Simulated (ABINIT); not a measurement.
**Effective mass calculation of GaN (part 1 of 3)**

GaN (P6₃mc, 4 atoms in the cell), computed with Kohn-Sham DFT of a periodic cell, PBE, PseudoDojo NC SR PBE v0.4.1 standard, no spin polarisation (ABINIT 10.8.3).

The structure was built on a prototype by a generator; it need not be a known phase.

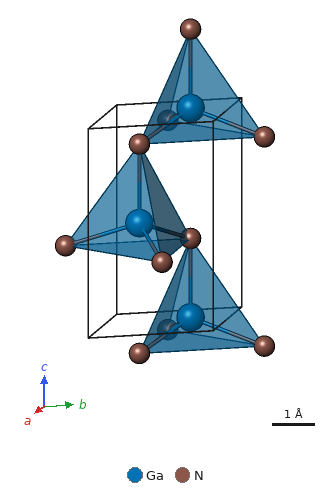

**Figure 1.** The structure (polyhedral view of the cell of the calculation, seen slightly off an axis; polyhedra are completed across the faces of the cell).

Input:
```
# Datasets
ndtset 3

# Pseudopotentials
pp_dirpath "./"
pseudos "Ga.upf, N.upf"

# Structure
acell 6.0263366114 6.0263366114 9.7982299562
rprim
     1.0000000000     0.0000000000     0.0000000000
    -0.5000000000     0.8660254038     0.0000000000
     0.0000000000     0.0000000000     1.0000000000
ntypat 2
znucl 31 7
natom 4
typat 1 1 2 2
xred
            1/3            2/3            0.0
            2/3            1/3            1/2
            1/3            2/3   0.3770000000
            2/3            1/3   0.8770000000

# Plane-wave basis
ecut 42.0

# Exchange and correlation
ixc 11

# Bands and occupations
occopt 1

# SCF cycle
nstep 80
diemac 6.0

# Output
iomode 3
prteig 0
prtebands 0

# Dataset 1: ground state
kptopt1 1
ngkpt1 8 8 5
nshiftk1 1
shiftk1 0.0 0.0 0.0
nband1 18
tolvrs1 1.0e-14
prtden1 1
prtwf1 0

# Datasets 2 and 3: the band edges
kptopt2 0
nkpt2 1
kpt2
  0.0 0.0 0.0
istwfk2 1*1
nband2 24
getden2 1
kptopt3 0
nkpt3 1
kpt3
  0.0 0.0 0.0
istwfk3 1*1
nband3 24
getden3 1

# Dataset 2: bands at fixed density
iscf2 -2
nbdbuf2 2
tolwfr2 1.0e-20
nstep2 200

# Dataset 3: effective masses
iscf3 -3
getwfk3 2
rfelfd3 2
rfdir3 1 1 1
nqpt3 1
qpt3 0.0 0.0 0.0
tolwfr3 1.0e-20
nbdbuf3 2
nstep3 200
efmas3 1
efmas_bands3 17 19
efmas_calc_dirs3 1
efmas_n_dirs3 5
efmas_dirs3
  1 0 0
  0 1 0
  0 0 1
  1 1 0
  1 1 1
efmas_ntheta3 60
prtwf3 0
prtden3 0
prtpot3 0
```

Launch command:
```bash
abinit run.abi > log 2>&1
```

The program's output:
```
.Version 10.8.3 of ABINIT
 DATASET    1 : space group P6_3 m c (#186); Bravais hP (primitive hexag.)
================================================================================
 Values of the parameters that define the memory need for DATASET  1.
     intxc =       0    ionmov =       0      iscf =       7    lmnmax =       6
     lnmax =       6     mgfft =      60  mpssoang =       3    mqgrid =    3001
     natom =       4  nloc_mem =       1    nspden =       1   nspinor =       1
    nsppol =       1      nsym =      12    n1xccc =    2501    ntypat =       2
    occopt =       1   xclevel =       2
       mpw =        4030          nfft =       77760          nkpt =          30
================================================================================
================================================================================

 DATASET    2 : space group P6_3 m c (#186); Bravais hP (primitive hexag.)
================================================================================
 Values of the parameters that define the memory need for DATASET  2.
     intxc =       0    ionmov =       0      iscf =      -2    lmnmax =       6
     lnmax =       6     mgfft =      60  mpssoang =       3    mqgrid =    3001
     natom =       4  nloc_mem =       1    nspden =       1   nspinor =       1
    nsppol =       1      nsym =      12    n1xccc =    2501    ntypat =       2
    occopt =       1   xclevel =       2
       mpw =        3995          nfft =       77760          nkpt =           1
================================================================================
================================================================================

 DATASET    3 : space group P6_3 m c (#186); Bravais hP (primitive hexag.)
================================================================================
 Values of the parameters that define the memory need for DATASET  3 (RF).
     intxc =       0      iscf =      -3    lmnmax =      18     lnmax =       6
     mgfft =      60  mpssoang =       3    mqgrid =    3001     natom =       4
  nloc_mem =       1    nspden =       1   nspinor =       1    nsppol =       1
      nsym =      12    n1xccc =    2501    ntypat =       2    occopt =       1
   xclevel =       2
      nfft =       77760          nkpt =           1
================================================================================
================================================================================

--------------------------------------------------------------------------------
------------- Echo of variables that govern the present computation ------------
--------------------------------------------------------------------------------
 -outvars: echo values of preprocessed input variables --------
            acell      6.0263366114E+00  6.0263366114E+00  9.7982299562E+00 Bohr
              amu      6.97230000E+01  1.40067400E+01
           diemac      6.00000000E+00
             ecut      4.20000000E+01 Hartree
           getden1          0
           getden2          1
           getden3          1
           getwfk1          0
           getwfk2          0
           getwfk3          2
             iscf1          7
             iscf2         -2
             iscf3         -3
              ixc          11
           jdtset        1    2    3
           kptopt1          1
           kptopt2          0
           kptopt3          0
         kptrlatt        8    0    0      0    8    0      0    0    5
          kptrlen1     4.82106929E+01
          kptrlen2     3.00000000E+01
          kptrlen3     3.00000000E+01
            natom           4
            nband1         18
            nband2         24
            nband3         24
           nbdbuf1          0
           nbdbuf2          2
           nbdbuf3          2
           ndtset           3
            ngfft          36      36      60
             nkpt1         30
             nkpt2          1
             nkpt3          1
             nqpt1          0
             nqpt2          0
             nqpt3          1
            nstep1         80
            nstep2        200
            nstep3        200
             nsym          12
           ntypat           2
        optdriver1          0
        optdriver2          0
        optdriver3          1
           prtden1          1
           prtden2          1
           prtden3          0
        prtebands           0
           prteig           0
            prtwf1          0
            prtwf2          1
            prtwf3          0
           rfelfd1          0
           rfelfd2          0
           rfelfd3          2
            rprim      1.0000000000E+00  0.0000000000E+00  0.0000000000E+00
                      -5.0000000000E-01  8.6602540380E-01  0.0000000000E+00
                       0.0000000000E+00  0.0000000000E+00  1.0000000000E+00
           shiftk1     0.00000000E+00  0.00000000E+00  0.00000000E+00
           shiftk2     5.00000000E-01  5.00000000E-01  5.00000000E-01
           shiftk3     5.00000000E-01  5.00000000E-01  5.00000000E-01
          spgroup         186
           tolvrs1     1.00000000E-14
           tolvrs2     0.00000000E+00
           tolvrs3     0.00000000E+00
           tolwfr1     0.00000000E+00
           tolwfr2     1.00000000E-20
           tolwfr3     1.00000000E-20
            typat      1  1  2  2
           useylm1          0
           useylm2          0
           useylm3          1
           xangst      9.7659572482E-17  1.8411700072E+00  0.0000000000E+00
                       1.5944999989E+00  9.2058500361E-01  2.5924999982E+00
                       9.7659572482E-17  1.8411700072E+00  1.9547449987E+00
                       1.5944999989E+00  9.2058500361E-01  4.5472449969E+00
            xcart      1.8454984556E-16  3.4793070649E+00  0.0000000000E+00
                       3.0131683057E+00  1.7396535324E+00  4.8991149781E+00
                       1.8454984556E-16  3.4793070649E+00  3.6939326935E+00
                       3.0131683057E+00  1.7396535324E+00  8.5930476716E+00
             xred      3.3333333333E-01  6.6666666667E-01  0.0000000000E+00
                       6.6666666667E-01  3.3333333333E-01  5.0000000000E-01
                       3.3333333333E-01  6.6666666667E-01  3.7700000000E-01
                       6.6666666667E-01  3.3333333333E-01  8.7700000000E-01
            znucl       31.00000    7.00000

================================================================================

 chkinp: Checking input parameters for consistency, jdtset=   1.

 chkinp: Checking input parameters for consistency, jdtset=   2.

 chkinp: Checking input parameters for consistency, jdtset=   3.

================================================================================
== DATASET  1 ==================================================================

--- !DatasetInfo
iteration_state: {dtset: 1, }
dimensions: {natom: 4, nkpt: 30, mband: 18, nsppol: 1, nspinor: 1, nspden: 1, mpw: 4030, }
cutoff_energies: {ecut:  42.0, pawecutdg:  -1.0, }
electrons: {nelect:   3.60000000E+01, charge:   0.00000000E+00, occopt:   1.00000000E+00, tsmear:   1.00000000E-02, }
meta: {optdriver: 0, ionmov: 0, optcell: 0, iscf: 7, paral_kgb: 0, }
...

 Exchange-correlation functional for the present dataset will be:
  GGA: Perdew-Burke-Ernzerhof functional - ixc=11
  J.P.Perdew, K.Burke, M.Ernzerhof, PRL 77, 3865 (1996)

 Real(R)+Recip(G) space primitive vectors, cartesian coordinates (Bohr,Bohr^-1):
 R(1)=  6.0263366  0.0000000  0.0000000  G(1)=  0.1659383  0.0958045  0.0000000
 R(2)= -3.0131683  5.2189606  0.0000000  G(2)=  0.0000000  0.1916090  0.0000000
 R(3)=  0.0000000  0.0000000  9.7982300  G(3)=  0.0000000  0.0000000  0.1020593
 Unit cell volume ucvol=  3.0816622E+02 bohr^3
 Angles (23,13,12)=  9.00000000E+01  9.00000000E+01  1.20000000E+02 degrees

 getcut: wavevector=  0.0000  0.0000  0.0000  ngfft=  36  36  60
         ecut(hartree)=     42.000   => boxcut(ratio)=   2.04767

--- Pseudopotential description ------------------------------------------------
- pspini: atom type   1  psp file is ./Ga.upf
  31.00000  13.00000  171031                  znucl, zion, pspdat
12 -101130 2 -1 1902                          pspcod,pspxc,lmax,lloc,mmax
     nproj     2     2     2

- pspini: atom type   2  psp file is ./N.upf
   7.00000   5.00000  171031                  znucl, zion, pspdat
12 -101130 1 -1 1058                          pspcod,pspxc,lmax,lloc,mmax
     nproj     2     2     0

   2.15307798E+03                                ecore*ucvol(ha*bohr**3)
--------------------------------------------------------------------------------

================================================================================

--- !BeginCycle
iteration_state: {dtset: 1, }
solver: {iscf: 7, nstep: 80, nline: 4, wfoptalg: 0, }
tolerances: {tolvrs: 1.00E-14, }
...

     iter   Etot(hartree)      deltaE(h)  residm     vres2
 ETOT  1  -166.00436191294    -1.660E+02 5.649E-01 1.000E+04
 ETOT  2  -169.26773879409    -3.263E+00 3.336E-01 2.149E+04
 ETOT  3  -173.37232018850    -4.105E+00 1.582E-01 1.994E+03
 ETOT  4  -173.52931514839    -1.570E-01 7.460E-02 1.313E+03
 ETOT  5  -173.67261409904    -1.433E-01 5.375E-02 5.021E+02
 ETOT  6  -173.73426059416    -6.165E-02 8.074E-03 1.454E+02
 ETOT  7  -173.75891261668    -2.465E-02 1.212E-03 6.720E+00
 ETOT  8  -173.76010620332    -1.194E-03 1.605E-04 1.514E-01
 ETOT  9  -173.76013128108    -2.508E-05 1.926E-05 4.526E-02
 ETOT 10  -173.76013939765    -8.117E-06 7.700E-06 3.632E-05
 ETOT 11  -173.76013946289    -6.524E-08 1.458E-06 3.521E-06
 ETOT 12  -173.76013947585    -1.296E-08 4.908E-07 1.113E-07
 ETOT 13  -173.76013947909    -3.240E-09 1.220E-07 1.923E-09
 ETOT 14  -173.76013947996    -8.681E-10 3.707E-08 6.150E-10
 ETOT 15  -173.76013948020    -2.350E-10 1.032E-08 5.785E-11
 ETOT 16  -173.76013948026    -6.602E-11 3.089E-09 1.493E-11
 ETOT 17  -173.76013948027    -1.231E-11 8.742E-10 1.304E-12
 ETOT 18  -173.76013948028    -9.209E-12 2.588E-10 3.506E-12
 ETOT 19  -173.76013948029    -3.865E-12 7.406E-11 4.009E-13
 ETOT 20  -173.76013948029     1.222E-12 2.174E-11 1.377E-13
 ETOT 21  -173.76013948029    -2.643E-12 6.051E-12 4.374E-14
 ETOT 22  -173.76013948029     3.411E-13 1.626E-12 1.389E-14
 ETOT 23  -173.76013948029     5.400E-13 5.111E-13 3.277E-16

 At SCF step   23       vres2   =  3.28E-16 < tolvrs=  1.00E-14 =>converged.

 Cartesian components of stress tensor (hartree/bohr^3)
  sigma(1 1)= -1.84631564E-04  sigma(3 2)=  0.00000000E+00
  sigma(2 2)= -1.84631565E-04  sigma(3 1)=  0.00000000E+00
  sigma(3 3)= -2.02243739E-04  sigma(2 1)=  0.00000000E+00

--- !ResultsGS
iteration_state: {dtset: 1, }
comment   : Summary of ground state results
lattice_vectors:
- [  6.0263366,   0.0000000,   0.0000000, ]
- [ -3.0131683,   5.2189606,   0.0000000, ]
- [  0.0000000,   0.0000000,   9.7982300, ]
lattice_lengths: [   6.02634,    6.02634,    9.79823, ]
lattice_angles: [ 90.000,  90.000, 120.000, ] # degrees, (23, 13, 12)
lattice_volume:   3.0816622E+02
convergence: {deltae:  5.400E-13, res2:  3.277E-16, residm:  5.111E-13, diffor: null, }
etotal    :  -1.73760139E+02
entropy   :   0.00000000E+00
fermie    :   1.97028221E-01
cartesian_stress_tensor: # hartree/bohr^3
- [ -1.84631564E-04,   0.00000000E+00,   0.00000000E+00, ]
- [  0.00000000E+00,  -1.84631565E-04,   0.00000000E+00, ]
- [  0.00000000E+00,   0.00000000E+00,  -2.02243739E-04, ]
pressure_GPa:   5.6048E+00
xred      :
- [  3.3333E-01,   6.6667E-01,   0.0000E+00, Ga]
- [  6.6667E-01,   3.3333E-01,   5.0000E-01, Ga]
- [  3.3333E-01,   6.6667E-01,   3.7700E-01,  N]
- [  6.6667E-01,   3.3333E-01,   8.7700E-01,  N]
cartesian_forces: # hartree/bohr
- [ -7.14900716E-28,   4.12748121E-28,   2.89368219E-05, ]
- [  7.14900716E-28,  -4.12748121E-28,   2.89368219E-05, ]
- [ -0.00000000E+00,  -0.00000000E+00,  -2.89368219E-05, ]
- [ -0.00000000E+00,  -0.00000000E+00,  -2.89368219E-05, ]
force_length_stats: {min:   2.89368219E-05, max:   2.89368219E-05, mean:   2.89368219E-05, }
...

 Integrated electronic density in atomic spheres:
 ------------------------------------------------
 Atom  Sphere_radius  Integrated_density
    1        2.00000         10.89189897
    2        2.00000         10.89189897
    3        2.00000          5.25393449
    4        2.00000          5.25393449
================================================================================

 ----iterations are completed or convergence reached----

 Mean square residual over all n,k,spin=   10.945E-16; max=  51.110E-14
 reduced coordinates (array xred) for    4 atoms
       0.333333333333      0.666666666667      0.000000000000
       0.666666666667      0.333333333333      0.500000000000
       0.333333333333      0.666666666667      0.377000000000
       0.666666666667      0.333333333333      0.877000000000
 rms dE/dt=  1.6378E-04; max dE/dt=  2.9245E-04; dE/dt below (all hartree)
    1       0.000000000000     -0.000000000000     -0.000274605053
    2      -0.000000000000      0.000000000000     -0.000274605053
    3       0.000000000000      0.000000000000      0.000292454218
    4       0.000000000000      0.000000000000      0.000292454218

 cartesian coordinates (angstrom) at end:
    1      0.00000000000000     1.84117000722008     0.00000000000000
    2      1.59449999890992     0.92058500361004     2.59249999824529
    3      0.00000000000000     1.84117000722008     1.95474499867695
    4      1.59449999890992     0.92058500361004     4.54724499692223

 cartesian forces (hartree/bohr) at end:
    1     -0.00000000000000     0.00000000000000     0.00002893682195
    2      0.00000000000000    -0.00000000000000     0.00002893682195
    3     -0.00000000000000    -0.00000000000000    -0.00002893682195
    4     -0.00000000000000    -0.00000000000000    -0.00002893682195
 frms,max,avg= 1.6706682E-05 2.8936822E-05   0.000E+00  0.000E+00 -9.108E-07 h/b

 cartesian forces (eV/Angstrom) at end:
    1     -0.00000000000000     0.00000000000000     0.00148799121168
    2      0.00000000000000    -0.00000000000000     0.00148799121168
    3     -0.00000000000000    -0.00000000000000    -0.00148799121168
    4     -0.00000000000000    -0.00000000000000    -0.00148799121168
 frms,max,avg= 8.5909213E-04 1.4879912E-03   0.000E+00  0.000E+00 -4.684E-05 e/A
 length scales=  6.026336611400  6.026336611400  9.798229956200 bohr
              =  3.188999997820  3.188999997820  5.184999996491 angstroms
 Fermi (or HOMO) energy (hartree) =   0.19703   Average Vxc (hartree)=  -0.43141
 Eigenvalues (hartree) for nkpt=  30  k points:
 kpt#   1, nband= 18, wtk=  0.00313, kpt=  0.0000  0.0000  0.0000 (reduced coord)
  -0.38919   -0.35744   -0.30125   -0.30090   -0.30090   -0.29875   -0.29875   -0.29196
  -0.29196   -0.28835   -0.28835   -0.24046   -0.06115    0.15905    0.15905    0.19601
   0.19703    0.19703
 prteigrs : prtvol=0 or 1, do not print more k-points.

--- !EnergyTerms
iteration_state     : {dtset: 1, }
comment             : Components of total free energy in Hartree
kinetic             :  1.40284484209625E+02
hartree             :  4.37658710623591E+01
xc                  : -4.81423197468225E+01
Ewald energy        : -1.16639577239730E+02
psp_core            :  6.98674233233147E+00
local_psp           : -1.21161084596989E+02
non_local_psp       : -7.88542555010621E+01
total_energy        : -1.73760139480288E+02
total_energy_eV     : -4.72825426955366E+03
band_energy         : -6.15705019850492E+00
...

 Cartesian components of stress tensor (hartree/bohr^3)
  sigma(1 1)= -1.84631564E-04  sigma(3 2)=  0.00000000E+00
  sigma(2 2)= -1.84631565E-04  sigma(3 1)=  0.00000000E+00
  sigma(3 3)= -2.02243739E-04  sigma(2 1)=  0.00000000E+00

-Cartesian components of stress tensor (GPa)         [Pressure=  5.6048E+00 GPa]
- sigma(1 1)= -5.43204817E+00  sigma(3 2)=  0.00000000E+00
- sigma(2 2)= -5.43204819E+00  sigma(3 1)=  0.00000000E+00
- sigma(3 3)= -5.95021623E+00  sigma(2 1)=  0.00000000E+00

================================================================================
== DATASET  2 ==================================================================

--- !DatasetInfo
iteration_state: {dtset: 2, }
dimensions: {natom: 4, nkpt: 1, mband: 24, nsppol: 1, nspinor: 1, nspden: 1, mpw: 3995, }
cutoff_energies: {ecut:  42.0, pawecutdg:  -1.0, }
electrons: {nelect:   3.60000000E+01, charge:   0.00000000E+00, occopt:   1.00000000E+00, tsmear:   1.00000000E-02, }
meta: {optdriver: 0, ionmov: 0, optcell: 0, iscf: -2, paral_kgb: 0, }
...

 mkfilename : getden/=0, take file _DEN from output of DATASET   1.

 Exchange-correlation functional for the present dataset will be:
  GGA: Perdew-Burke-Ernzerhof functional - ixc=11
  J.P.Perdew, K.Burke, M.Ernzerhof, PRL 77, 3865 (1996)
```
